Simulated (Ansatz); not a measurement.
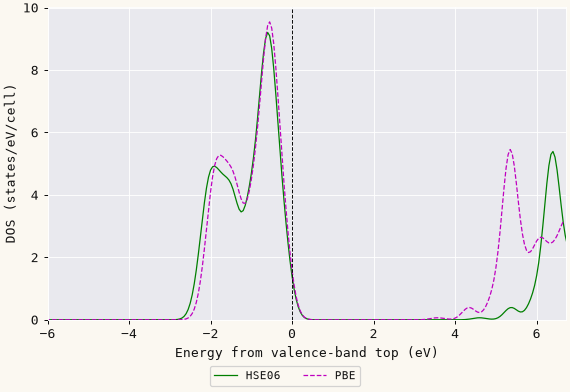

Total densities of states of NaI, space group P6_3/mmc, 4 atoms in the cell, NiAs type, by two methods on the same cell. The curves are built from the levels of the k mesh with Gaussians 0.4 eV wide, which also blur the band edges. Each is counted from its own valence-band top.

How do the methods compare?

HSE06 gives a gap of 4.60 eV and PBE gives a gap of 3.57 eV.

Settings. HSE06: DFT, HSE06, plane waves, PAW, no spin polarisation, 6×6×2 k mesh, 420 eV cutoff (Ansatz 0.2.0). PBE: DFT, PBE, plane waves, PAW, no spin polarisation, 6×6×2 k mesh, 420 eV cutoff (Ansatz 0.2.0).

Spin-orbit coupling is left out, which matters for I.
